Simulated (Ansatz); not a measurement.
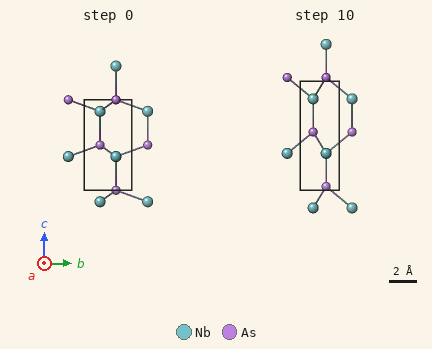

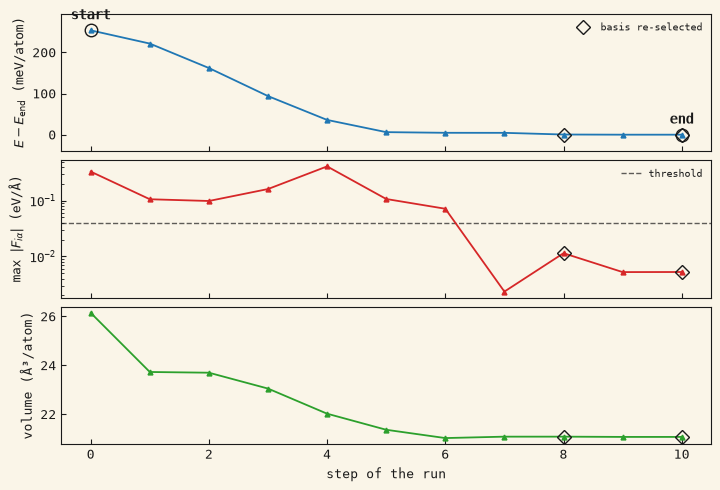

First and last geometry of a relaxation of crystalline NbAs (a generated structure, set up in P6_3mc) (coarse preliminary run), with the history of the run. Style: ball-and-stick. Shown: the cell of the calculation, along the a axis.

Computed with DFT PBE, scalar-relativistic, plane waves, PAW (Ansatz 0.2.0). Set-up: plane-wave cutoff 420 eV; k-point mesh 6 × 6 × 4; occupations gaussian; smearing width 0.1 eV; no spin polarisation; cell and atoms relaxed; force threshold 0.04 eV/Å; at most 70 steps.

Did the run converge, and what did it change?

It converged. The energy falls by 254 meV per atom in 8 accepted moves (10 points after the start). Largest force component: 0.33 eV/Å at the start, 0.0053 eV/Å at the end. Pressure: −4.67 GPa at the start and −0.11 GPa at the end. At 2 points the geometry stayed and the basis and grid were re-selected for the new cell (energy shift of 4.1 meV per atom at most each time). The largest moves relative to the cell, 0.29 Å, are those of Nb and As atoms. By element the largest moves are As 0.29 Å, Nb 0.29 Å. The drawn cell changes as follows: a = b 4.187 → 3.424 Å (−18.2 %), c 6.889 → 8.304 Å (+20.5 %); the volume changes by −19.4 %. Some distances before and after: As–Nb 2.570 → 2.524 Å, As–Nb 2.570 → 2.561 Å. Among the angles between lasting bonds that change: As–Nb–As 109.1° → 83.9°, Nb–As–Nb 109.1° → 83.9°, As–Nb–As 109.9° → 129.5°. The space group stays P6_3mc (No. 186).
